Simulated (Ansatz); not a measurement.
A series of calculations on H17O8F

**1. Relaxation**

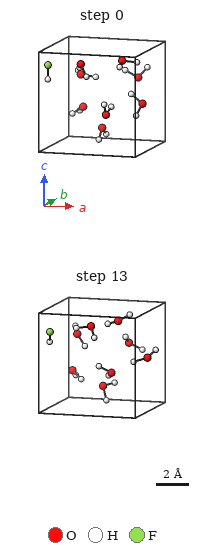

The structure of an amorphous cell of composition H17O8F before (top) and after (bottom) a relaxation, at one scale.

The picture is a ball-and-stick view of the cell of the calculation, seen slightly off an axis.

The cell holds 8 H2O + 1 HF. The run prepares the start of a later molecular dynamics calculation, from a guessed geometry.

Method: DFT PBE-D3(BJ), scalar-relativistic, plane waves, PAW in Ansatz 0.2.0. Settings: plane-wave cutoff 420 eV; k-point mesh 1 × 1 × 1; occupations fermi dirac; smearing width 0.05 eV; no spin polarisation; atoms relaxed in a fixed cell; force threshold 0.3 eV/Å; at most 15 steps.

Question: Describe what moved and what it gained.

Answer: The energy falls by 4.721 eV per cell of the calculation in 13 geometry steps. The largest force component goes from 1.6 to 0.26 eV/Å. The largest moves, 1.62 Å, are those of H atoms. By element the largest moves are H 1.62 Å, O 0.94 Å, F 0.59 Å. The cell doesn't change. Some distances before and after: H–O 2.451 → 1.247 Å, F–H 0.934 → 1.116 Å, H–O 0.969 → 1.008 Å, H–O 0.969 → 0.975 Å. New bonds form: H–O (2.45 → 1.25 Å). Bond angles that change, for instance: H–O–H 104.0° → 108.7°, H–O–H 104.0° → 100.8°.

Limits of the set-up: the program's low-accuracy preset was used; the periodic images lie only 6.5 Å apart, so the values are limited by the cell's size.

**2. Dynamics**

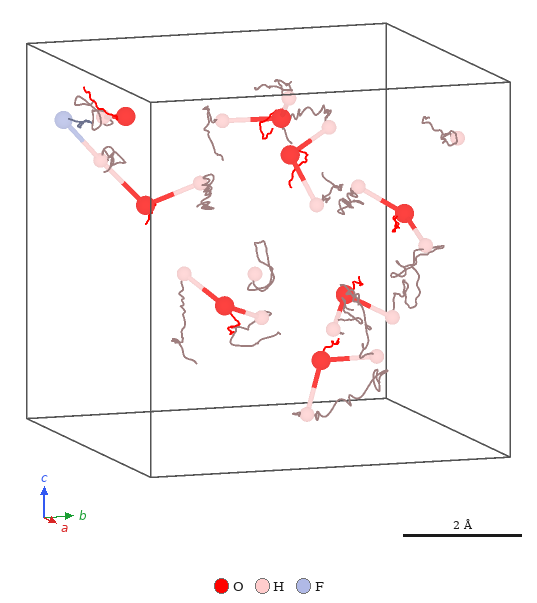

A Born-Oppenheimer molecular dynamics run of a periodic cell with 8 H2O + 1 HF at 0.995 g/cm³, 150 fs long. Lines trace each atom's path, in the colour of its element; spheres stand at the starting positions. Seen slightly off an axis in the simulation cell.

Theory: DFT PBE-D3(BJ), scalar-relativistic, plane waves, PAW in Ansatz 0.2.0. Run with plane-wave cutoff 420 eV; k-point mesh 1 × 1 × 1; Fermi-Dirac smearing 0.05 eV; low-accuracy preset; Langevin thermostat (NVT); set temperature 500 K; time step 0.5 fs; H given the mass 2.014 u; friction 0.02 per fs.

**Describe the motion.**

In the second half of the run the atoms are, in the root-mean-square, this far from where they began (common drift taken out): H 0.73 Å, O 0.48 Å, F 0.42 Å. The heavy atoms stay within a fraction of a molecule's size of their starting places; so short a run doesn't tell a liquid from a solid. Bond changes: one H–O bond breaks at about 118 fs.

Limits of the set-up: the program's low-accuracy preset was used; masses were changed (H 2.014 u), which shifts the vibrations; the periodic images lie only 6.5 Å apart, so the values are limited by the cell's size.

**3. Dynamics**

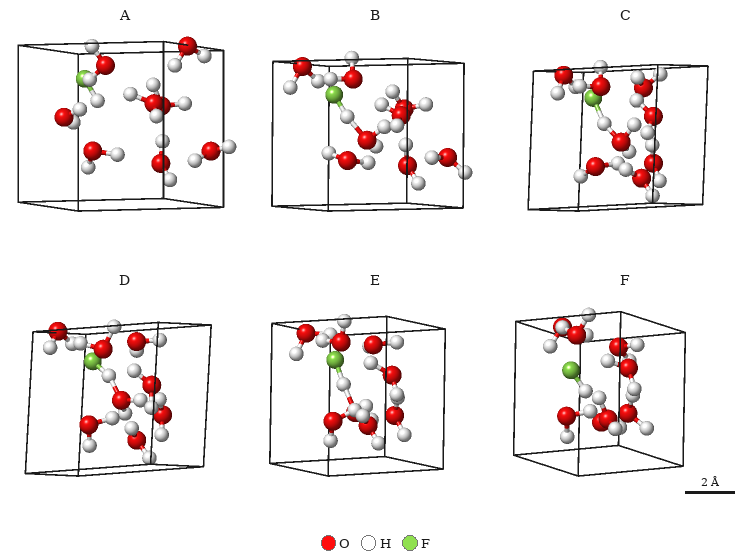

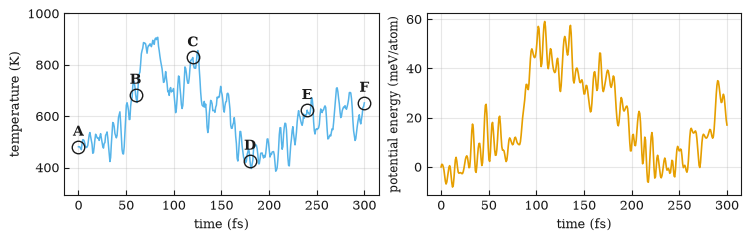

Molecular dynamics of a periodic cell with 8 H2O + 1 HF at 0.995 g/cm³, 300 fs long. It starts from the last geometry of an earlier run, with fresh velocities. Frames (A at 0 fs, B at 60 fs, C at 120 fs, D at 180 fs, E at 240 fs, F at 300 fs) and the history of the run. The picture is a ball-and-stick view of the simulation cell, seen from a free direction. Atoms that leave the cell re-enter on the other side.

Level of theory: DFT PBE-D3(BJ), scalar-relativistic, plane waves, PAW (Ansatz 0.2.0). Set-up: plane-wave cutoff 420 eV; k-point mesh 1 × 1 × 1; Fermi-Dirac smearing 0.05 eV; low-accuracy preset; Langevin thermostat and barostat (NPT); set temperature 500 K; time step 0.75 fs; H given the mass 2.014 u; friction 0.005 per fs; target pressure 5 GPa.

What happens in this trajectory?

Answer. The mean temperature in the second half is 549 K (standard deviation 83 K). The potential energy in the second half lies on average 15.9 meV per atom above the first frame. The mean pressure there is 4.3 GPa. The volume ends −38.4 % from the start. In the second half of the run the atoms are, in the root-mean-square, this far from where they began (common drift taken out): H 1.03 Å, O 0.94 Å, F 0.67 Å. The heavy atoms stay within a fraction of a molecule's size of their starting places; so short a run doesn't tell a liquid from a solid. Bond changes: one H–O bond forms at about 38 fs. The conserved quantity stays between −0.39 and 0.38 meV per atom of its start. A straight-line fit has a slope that amounts to +0.15 meV per atom over 300 fs (0.2 % of the mean kinetic energy), and the ripple about it is 0.8 % of the kinetic energy's fluctuation. With a drift under 2 % and a ripple under 7 %, the integration is accurate.

Limits of the set-up: the program's low-accuracy preset was used; masses were changed (H 2.014 u), which shifts the vibrations; the periodic images lie only 6.5 Å apart, so the values are limited by the cell's size.

The run took 5 min on 1 thread of Intel(R) Xeon(R) 6975P-C (Granite Rapids), on a shared host, peak memory 0.46 GiB.
